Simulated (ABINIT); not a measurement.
HgTe: phonons q calculation (part 2 of 2)

HgTe (F-43m, 2 atoms in the cell); Kohn-Sham DFT of a periodic cell, PBE, PseudoDojo NC SR PBE v0.4.1 standard, no spin polarisation (ABINIT 10.8.3); cutoff 1088.46 eV, 4×4×4 k-mesh, fermi-dirac of 0.05 eV. The structure derives from an entry of the Crystallography Open Database.

Geometry of the input (Å; fractional positions):
```
0.0000  3.3305  3.3305
3.3305  0.0000  3.3305
3.3305  3.3305  0.0000
Hg 0.0000  0.0000  0.0000
Te 0.7500  0.7500  0.7500
```

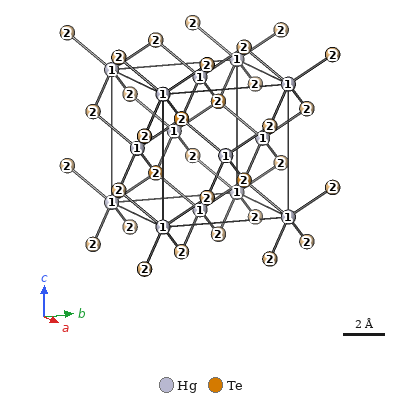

*The input geometry (ball-and-stick view of the cell 4 times as large as that of the calculation, set on its symmetry axes, seen slightly off an axis; neighbours outside the cell are drawn fainter; atoms are numbered from 1 in the order of the input). An atom can appear more than once, as a periodic image.*

## The program's output, continued
```
--- !EnergyTerms
iteration_state     : {dtset: 1, }
comment             : Components of total free energy in Hartree
kinetic             :  1.04565050060375E+02
hartree             :  8.51097407236538E+01
xc                  : -5.22144967769146E+01
Ewald energy        : -1.39855896948661E+02
psp_core            :  4.85181829206954E+00
local_psp           : -2.50602051319032E+02
non_local_psp       : -2.33451343265271E+01
internal            : -2.71490970295036E+02
'-kT*entropy'       : -2.42016407254130E-06
total_energy        : -2.71490972715200E+02
total_energy_eV     : -7.38764572085040E+03
band_energy         : -3.44514656166792E+01
...

 Cartesian components of stress tensor (hartree/bohr^3)
  sigma(1 1)=  4.26911573E-06  sigma(3 2)=  0.00000000E+00
  sigma(2 2)=  4.26911573E-06  sigma(3 1)=  0.00000000E+00
  sigma(3 3)=  4.26911573E-06  sigma(2 1)=  0.00000000E+00

-Cartesian components of stress tensor (GPa)         [Pressure= -1.2560E-01 GPa]
- sigma(1 1)=  1.25601721E-01  sigma(3 2)=  0.00000000E+00
- sigma(2 2)=  1.25601721E-01  sigma(3 1)=  0.00000000E+00
- sigma(3 3)=  1.25601721E-01  sigma(2 1)=  0.00000000E+00

================================================================================
== DATASET  2 ==================================================================

--- !DatasetInfo
iteration_state: {dtset: 2, }
dimensions: {natom: 2, nkpt: 256, mband: 26, nsppol: 1, nspinor: 1, nspden: 1, mpw: 6050, }
cutoff_energies: {ecut:  40.0, pawecutdg:  -1.0, }
electrons: {nelect:   3.60000000E+01, charge:   0.00000000E+00, occopt:   3.00000000E+00, tsmear:   1.83746611E-03, }
meta: {optdriver: 1, rfphon: 1, }
...

 mkfilename : getwfk/=0, take file _WFK from output of DATASET   1.

 Exchange-correlation functional for the present dataset will be:
  GGA: Perdew-Burke-Ernzerhof functional - ixc=11
  J.P.Perdew, K.Burke, M.Ernzerhof, PRL 77, 3865 (1996)

 Real(R)+Recip(G) space primitive vectors, cartesian coordinates (Bohr,Bohr^-1):
 R(1)=  0.0000000  6.2938150  6.2938150  G(1)= -0.0794431  0.0794431  0.0794431
 R(2)=  6.2938150  0.0000000  6.2938150  G(2)=  0.0794431 -0.0794431  0.0794431
 R(3)=  6.2938150  6.2938150  0.0000000  G(3)=  0.0794431  0.0794431 -0.0794431
 Unit cell volume ucvol=  4.9862254E+02 bohr^3
 Angles (23,13,12)=  6.00000000E+01  6.00000000E+01  6.00000000E+01 degrees
 setup1 : take into account q-point for computing boxcut.

 getcut: wavevector=  0.5000  0.0000  0.5000  ngfft=  54  54  54
         ecut(hartree)=     40.000   => boxcut(ratio)=   2.09184
--------------------------------------------------------------------------------

 ==>  initialize data related to q vector <==

 The list of irreducible perturbations for this q vector is:
    1)    idir= 1    ipert=   1
    2)    idir= 2    ipert=   1
    3)    idir= 1    ipert=   2
    4)    idir= 2    ipert=   2

================================================================================

 The perturbation idir=   3  ipert=   1 is
 symmetric of a previously calculated perturbation.
 So, its SCF calculation is not needed.

 The perturbation idir=   3  ipert=   2 is
 symmetric of a previously calculated perturbation.
 So, its SCF calculation is not needed.

--------------------------------------------------------------------------------
 Perturbation wavevector (in red.coord.)   0.500000  0.000000  0.500000
 Perturbation : displacement of atom   1   along direction   1
 The set of symmetries contains only one element for this perturbation.
 symkpt : not enough symmetry to change the number of k points.

--------------------------------------------------------------------------------

--------------------------------------------------------------------------------

 dfpt_looppert : total number of electrons, from k and k+q
  fully or partially occupied states are    3.600000E+01 and    3.600000E+01.
 Initialisation of the first-order wave-functions :
  ireadwf=   0

--- !BeginCycle
iteration_state: {dtset: 2, }
solver: {iscf: 7, nstep: 80, nline: 4, wfoptalg: 0, }
tolerances: {tolvrs: 1.00E-10, }
...

     iter   2DEtotal(Ha)        deltaE(Ha) residm    vres2
-ETOT  1   7.6770839282319     -1.233E+04 1.644E+01 3.170E+04
 ETOT  2   3.1134897523636     -4.564E+00 5.244E-01 8.377E+02
 ETOT  3   3.0482954835345     -6.519E-02 2.192E-03 3.378E+02
 ETOT  4   3.0357216884997     -1.257E-02 3.550E-03 7.883E+01
 ETOT  5   3.0328592732524     -2.862E-03 2.676E-04 5.708E+00
 ETOT  6   3.0326539481587     -2.053E-04 1.183E-04 5.437E-01
 ETOT  7   3.0326291482409     -2.480E-05 1.225E-05 1.245E-02
 ETOT  8   3.0326285812346     -5.670E-07 5.622E-06 1.465E-03
 ETOT  9   3.0326284530158     -1.282E-07 5.371E-07 6.698E-05
 ETOT 10   3.0326284456762     -7.340E-09 2.916E-07 4.665E-06
 ETOT 11   3.0326284450105     -6.658E-10 2.870E-08 3.780E-07
 ETOT 12   3.0326284452215      2.110E-10 1.478E-08 3.698E-08
 ETOT 13   3.0326284446230     -5.984E-10 1.525E-09 5.188E-09
 ETOT 14   3.0326284442829     -3.402E-10 7.567E-10 6.646E-10
 ETOT 15   3.0326284449031      6.203E-10 8.151E-11 5.807E-11

 At SCF step   15       vres2   =  5.81E-11 < tolvrs=  1.00E-10 =>converged.
================================================================================

 ----iterations are completed or convergence reached----

 Mean square residual over all n,k,spin=   83.401E-15; max=  81.507E-12

 2DEtotal=    0.3032628445E+01 Ha. Also 2DEtotal=    0.825220239548E+02 eV
    (2DErelax=   -1.2333647225E+04 Ha. 2DEnonrelax=    1.2336679853E+04 Ha)
    (  non-var. 2DEtotal :    3.0326307735E+00 Ha)

--------------------------------------------------------------------------------
 Perturbation wavevector (in red.coord.)   0.500000  0.000000  0.500000
 Perturbation : displacement of atom   1   along direction   2
 Found     2 symmetries that leave the perturbation invariant.
 symkpt : the number of k-points, thanks to the symmetries,
 is reduced to   144 .

--------------------------------------------------------------------------------

--------------------------------------------------------------------------------

 dfpt_looppert : total number of electrons, from k and k+q
  fully or partially occupied states are    3.600000E+01 and    3.600000E+01.
 Initialisation of the first-order wave-functions :
  ireadwf=   0

--- !BeginCycle
iteration_state: {dtset: 2, }
solver: {iscf: 7, nstep: 80, nline: 4, wfoptalg: 0, }
tolerances: {tolvrs: 1.00E-10, }
...

     iter   2DEtotal(Ha)        deltaE(Ha) residm    vres2
-ETOT  1   4.8087660659173     -1.213E+04 1.636E+01 2.090E+03
 ETOT  2   1.8242920030559     -2.984E+00 1.788E-01 8.540E+01
 ETOT  3   1.8072620084083     -1.703E-02 5.770E-03 8.928E+00
 ETOT  4   1.8048208199496     -2.441E-03 1.834E-03 1.024E+00
 ETOT  5   1.8046887993503     -1.320E-04 1.330E-04 1.322E-01
 ETOT  6   1.8046806706359     -8.129E-06 4.189E-05 5.826E-03
 ETOT  7   1.8046802192609     -4.514E-07 6.948E-06 7.065E-04
 ETOT  8   1.8046801704375     -4.882E-08 2.136E-06 3.862E-05
 ETOT  9   1.8046801653388     -5.099E-09 4.777E-07 3.257E-06
 ETOT 10   1.8046801655244      1.855E-10 1.476E-07 1.506E-07
 ETOT 11   1.8046801653006     -2.237E-10 3.310E-08 3.913E-08
 ETOT 12   1.8046801650951     -2.055E-10 1.024E-08 4.558E-10
 ETOT 13   1.8046801657554      6.603E-10 2.295E-09 1.702E-11

 At SCF step   13       vres2   =  1.70E-11 < tolvrs=  1.00E-10 =>converged.
================================================================================

 ----iterations are completed or convergence reached----

 Mean square residual over all n,k,spin=   28.064E-13; max=  22.951E-10

 2DEtotal=    0.1804680166E+01 Ha. Also 2DEtotal=    0.491078490409E+02 eV
    (2DErelax=   -1.2128297809E+04 Ha. 2DEnonrelax=    1.2130102489E+04 Ha)
    (  non-var. 2DEtotal :    1.8046785021E+00 Ha)

--------------------------------------------------------------------------------
 Perturbation wavevector (in red.coord.)   0.500000  0.000000  0.500000
 Perturbation : displacement of atom   2   along direction   1
 The set of symmetries contains only one element for this perturbation.
 symkpt : not enough symmetry to change the number of k points.

--------------------------------------------------------------------------------

--------------------------------------------------------------------------------

 dfpt_looppert : total number of electrons, from k and k+q
  fully or partially occupied states are    3.600000E+01 and    3.600000E+01.
 Initialisation of the first-order wave-functions :
  ireadwf=   0

--- !BeginCycle
iteration_state: {dtset: 2, }
solver: {iscf: 7, nstep: 80, nline: 4, wfoptalg: 0, }
tolerances: {tolvrs: 1.00E-10, }
...

     iter   2DEtotal(Ha)        deltaE(Ha) residm    vres2
-ETOT  1   11.522449107025     -3.995E+04 4.552E+01 2.147E+03
 ETOT  2   4.9190178355047     -6.603E+00 8.563E-01 1.236E+03
 ETOT  3   4.7775389665176     -1.415E-01 1.475E-02 6.157E+01
 ETOT  4   4.7719341332113     -5.605E-03 3.974E-03 2.977E+01
 ETOT  5   4.7706695618390     -1.265E-03 2.618E-04 5.250E+00
 ETOT  6   4.7703644907442     -3.051E-04 8.409E-05 9.337E-01
 ETOT  7   4.7703073871371     -5.710E-05 7.294E-06 2.400E-02
 ETOT  8   4.7703064844818     -9.027E-07 3.843E-06 3.236E-03
 ETOT  9   4.7703062690553     -2.154E-07 3.408E-07 2.085E-04
 ETOT 10   4.7703062526552     -1.639E-08 1.767E-07 1.249E-05
 ETOT 11   4.7703062522187     -4.366E-10 1.701E-08 3.259E-07
 ETOT 12   4.7703062521168     -1.091E-10 8.718E-09 5.615E-08
 ETOT 13   4.7703062518403     -2.692E-10 8.608E-10 2.661E-09
 ETOT 14   4.7703062522769      4.366E-10 4.438E-10 1.482E-10
 ETOT 15   4.7703062522914      1.455E-11 4.411E-11 1.016E-10
 ETOT 16   4.7703062522187     -8.004E-11 2.296E-11 6.572E-12

 At SCF step   16       vres2   =  6.57E-12 < tolvrs=  1.00E-10 =>converged.
================================================================================

 ----iterations are completed or convergence reached----

 Mean square residual over all n,k,spin=   19.810E-15; max=  22.956E-12

 2DEtotal=    0.4770306252E+01 Ha. Also 2DEtotal=    0.129806645940E+03 eV
    (2DErelax=   -3.9954006366E+04 Ha. 2DEnonrelax=    3.9958776672E+04 Ha)
    (  non-var. 2DEtotal :    4.7703052527E+00 Ha)

--------------------------------------------------------------------------------
 Perturbation wavevector (in red.coord.)   0.500000  0.000000  0.500000
 Perturbation : displacement of atom   2   along direction   2
 Found     2 symmetries that leave the perturbation invariant.
 symkpt : the number of k-points, thanks to the symmetries,
 is reduced to   144 .

--------------------------------------------------------------------------------

--------------------------------------------------------------------------------

 dfpt_looppert : total number of electrons, from k and k+q
  fully or partially occupied states are    3.600000E+01 and    3.600000E+01.
 Initialisation of the first-order wave-functions :
  ireadwf=   0

--- !BeginCycle
iteration_state: {dtset: 2, }
solver: {iscf: 7, nstep: 80, nline: 4, wfoptalg: 0, }
tolerances: {tolvrs: 1.00E-10, }
...

     iter   2DEtotal(Ha)        deltaE(Ha) residm    vres2
-ETOT  1   11.163616691203     -3.982E+04 4.549E+01 1.438E+03
 ETOT  2   4.5582640865723     -6.605E+00 9.048E-01 5.575E+02
 ETOT  3   4.4459537369803     -1.123E-01 4.343E-02 2.579E+01
 ETOT  4   4.4412882042052     -4.666E-03 6.253E-03 6.211E+00
 ETOT  5   4.4408289829989     -4.592E-04 1.464E-03 5.179E-01
 ETOT  6   4.4408042833638     -2.470E-05 2.714E-04 3.480E-02
 ETOT  7   4.4408006033300     -3.680E-06 4.256E-05 1.001E-03
 ETOT  8   4.4408004984543     -1.049E-07 1.251E-05 4.470E-05
 ETOT  9   4.4408004964462     -2.008E-09 1.710E-06 7.687E-07
 ETOT 10   4.4408004963443     -1.019E-10 6.359E-07 6.576E-08
 ETOT 11   4.4408004966208      2.765E-10 9.393E-08 1.468E-08
 ETOT 12   4.4408004964607     -1.601E-10 3.558E-08 2.476E-10
 ETOT 13   4.4408004965771      1.164E-10 5.097E-09 5.574E-12

 At SCF step   13       vres2   =  5.57E-12 < tolvrs=  1.00E-10 =>converged.
================================================================================

 ----iterations are completed or convergence reached----

 Mean square residual over all n,k,spin=   29.661E-13; max=  50.972E-10

 2DEtotal=    0.4440800497E+01 Ha. Also 2DEtotal=    0.120840337554E+03 eV
    (2DErelax=   -3.9822126359E+04 Ha. 2DEnonrelax=    3.9826567159E+04 Ha)
    (  non-var. 2DEtotal :    4.4407994392E+00 Ha)

================================================================================

 ---- first-order wavefunction calculations are completed ----

 ==> Compute Derivative Database <==

  Dynamical matrix, in cartesian coordinates,
   if specified in the inputs, asr has been imposed
     j1       j2             matrix element
  dir pert dir pert     real part    imaginary part

   1    1   1    1         0.0227793881        -0.0000000001
   1    1   3    2        -0.0330405865         0.0000000001

   2    1   2    1         0.0537787777        -0.0000000001

   3    1   3    1         0.0227793881        -0.0000000001
   3    1   1    2        -0.0330405865         0.0000000001

   1    2   3    1        -0.0330405794        -0.0000000001
   1    2   1    2         0.0560535736         0.0000000001

   2    2   2    2         0.0643718605         0.0000000002

   3    2   1    1        -0.0330405794        -0.0000000001
   3    2   3    2         0.0560535736         0.0000000001

  Phonon wavevector (reduced coordinates) :  0.50000  0.00000  0.50000
 Phonon energies in Hartree :
   8.577724E-05  8.577724E-05  3.835048E-04  5.260689E-04  5.439912E-04
   5.439912E-04
 Phonon frequencies in cm-1    :
   1.882593E+01  1.882593E+01  8.416957E+01  1.154588E+02  1.193923E+02
   1.193923E+02

== END DATASET(S) ==============================================================
================================================================================

 -outvars: echo values of variables after computation  --------
            acell      8.9007984642E+00  8.9007984642E+00  8.9007984642E+00 Bohr
           etotal1    -2.7149097272E+02
           etotal2     4.4408004966E+00
            fcart1    -6.6847503353E-30 -6.6847503353E-30  2.0054251006E-29
                       6.6847503353E-30  6.6847503353E-30 -2.0054251006E-29
            fcart2     0.0000000000E+00  0.0000000000E+00  0.0000000000E+00
                       0.0000000000E+00  0.0000000000E+00  0.0000000000E+00
            rprim      0.0000000000E+00  7.0710678120E-01  7.0710678120E-01
                       7.0710678120E-01  0.0000000000E+00  7.0710678120E-01
                       7.0710678120E-01  7.0710678120E-01  0.0000000000E+00
           strten1     4.2691157322E-06  4.2691157322E-06  4.2691157322E-06
                       0.0000000000E+00  0.0000000000E+00  0.0000000000E+00
           strten2     0.0000000000E+00  0.0000000000E+00  0.0000000000E+00
                       0.0000000000E+00  0.0000000000E+00  0.0000000000E+00
           xangst      0.0000000000E+00  0.0000000000E+00  0.0000000000E+00
                       4.9958151601E+00  4.9958151601E+00  4.9958151601E+00
             xred      0.0000000000E+00  0.0000000000E+00  0.0000000000E+00
                       7.5000000000E-01  7.5000000000E-01  7.5000000000E-01
 Calculation completed.
```

## Summary

| quantity | value |
| --- | --- |
| outcome | converged |
| space group (tolerance 0.01 Å) | F-43m (216) |
| electrons treated | 36 |
| free energy | −7387.6457 eV |
| Fermi energy | 4.031 eV |
| pressure | −0.13 GPa |
| largest force (length of the vector) | under 0.001 eV/Å |
| hardware | 4 threads of Arm Neoverse V1, 24 GiB of memory available, shared host |
| wall time | 34 min (CPU time 2.2 h) |
| peak memory | 2.5 GiB |

Further notes kept with the run: chneut/=0 not allowed with q/=0 => chneut reset to 0 locally; asr/=0 not allowed with q/=0 => asr reset to 0 locally. Spin–orbit coupling is left out, which matters for Hg.
